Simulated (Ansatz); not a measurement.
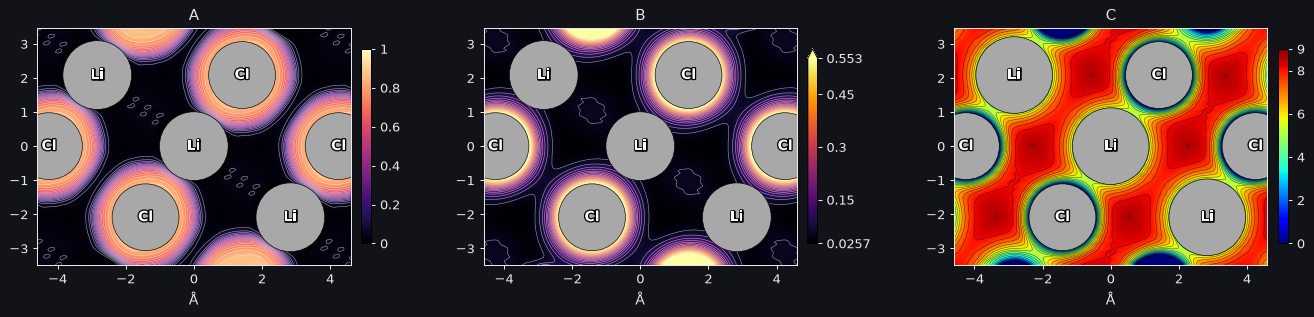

LiCl: 3 fields on the (110) plane of the conventional cell, with unlabelled colour scales. Grey discs cover the atomic cores.

Space group R-3m; started from the rocksalt prototype, which need not be the ambient phase; changed on purpose from its base cell (shear 111 strain -4.0%).

Level of theory: DFT, r2SCAN, plane waves, PAW in Ansatz.

```cif
data_structure
_symmetry_space_group_name_H-M 'P 1'
_symmetry_Int_Tables_number 1
_cell_length_a 3.6148
_cell_length_b 3.6148
_cell_length_c 8.5002
_cell_angle_alpha 90.000
_cell_angle_beta 90.000
_cell_angle_gamma 120.000
_cell_volume 96.19
loop_
_atom_site_label
_atom_site_type_symbol
_atom_site_fract_x
_atom_site_fract_y
_atom_site_fract_z
_atom_site_occupancy
Li1 Li 0.00000 0.00000 0.00000 1
Li2 Li 0.66667 0.33333 0.33333 1
Li3 Li 0.33333 0.66667 0.66667 1
Cl1 Cl 0.33333 0.66667 0.16667 1
Cl2 Cl 0.00000 0.00000 0.50000 1
Cl3 Cl 0.66667 0.33333 0.83333 1
```

Question: Match the panels to the quantities (electron localisation function, electrostatic potential energy of an electron and valence pseudo-density).

Answer: Panel A: electron localisation function. Panel B: valence pseudo-density. Panel C: electrostatic potential energy of an electron (low next to the atoms, rising into the space between them). From the grid: Li–Cl (2.52 Å): ρ is about 0.24 e/Å³ halfway; the ELF peaks at about 0.90 in the valence shell of Cl, 0.8 Å from its nucleus, and falls to about 0 next to Li: an ionic contact with no shared pair.
